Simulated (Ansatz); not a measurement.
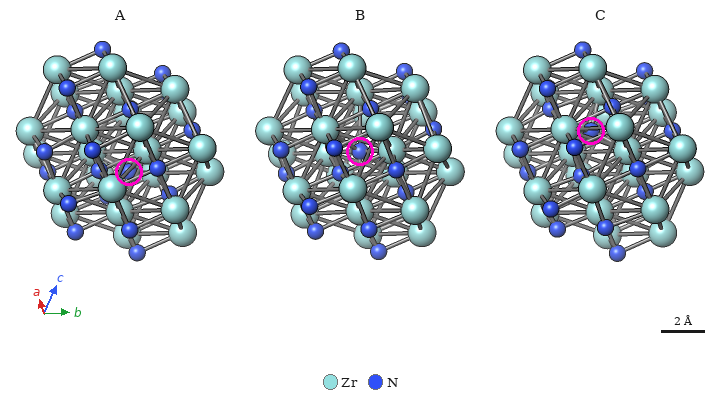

3 geometries from a converged minimum-energy path of a defect cell of composition Zr8N9 (17 atoms in the cell), shuffled. The picture is a ball-and-stick view of the atoms within 5.3 Å of the middle of the path, seen from a free direction. The moving atom is ringed, with any periodic copies. Bonds to atoms that aren't drawn are left out.

Computed with Ansatz 0.2.0, DFT PBE, scalar-relativistic, plane waves, PAW. Run with plane-wave cutoff 420 eV; k-point mesh 4 × 4 × 4; Gaussian smearing 0.1 eV; 5 movable images; climbing image.

Question: One of them is the converged climbing image. Which?

Answer: B. In order along the path, whose images run from 0 to 6: C (image 0, 0.00 eV), B (image 3, +2.72 eV), A (image 6, 0.00 eV). An N atom travels furthest, 2.29 Å from end to end, along [−1 1 −1], on a straight line. At the highest image its nearest neighbour (N) is 1.83 Å away, against 2.00 Å at the start, and the surrounding atoms stand up to 0.28 Å off the mean of their end positions.

Limits of the set-up: the cell has an odd number of electrons but was run without spin polarisation; the periodic images lie only 6.5 Å apart, so the values are limited by the cell's size.

The run took 10 min on 4 threads of Arm Neoverse V2 (shared host), peak memory 2.7 GiB.
